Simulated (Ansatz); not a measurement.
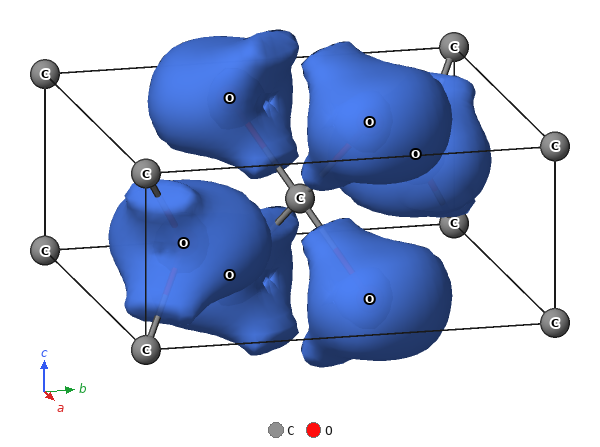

Figure. CO2. Isosurface of the electron localisation function at 0.65 (blue), seen slightly off an axis. Only the valence region is drawn (cores and ρ < 0.01 e/Å³ removed). Sticks mark near contacts.

Space group Pnnm.

The calculation used DFT LDA, scalar-relativistic, plane waves, PAW in Ansatz.

Core electrons are frozen (PAW), and the valence fields are smoothed inside the atomic spheres.

Q: Identify the bonds, lone pairs and shells in this picture.

A: At this value the surface marks out four regions on O in which the atom's valence shell and bonds are merged, counted in one cell of 6 atoms. Any copies at cell faces, edges or corners count once. Profiles from the grid: C–O (1.45 Å): the ELF peaks at about 0.85 between the atoms (a shared but strongly polarised pair).

Q: Metal or insulator at this level of theory?

A: It is gapped, with a Kohn–Sham gap of 0.73 eV on the k-point mesh (the band edges may lie off the mesh, which would make the gap smaller).
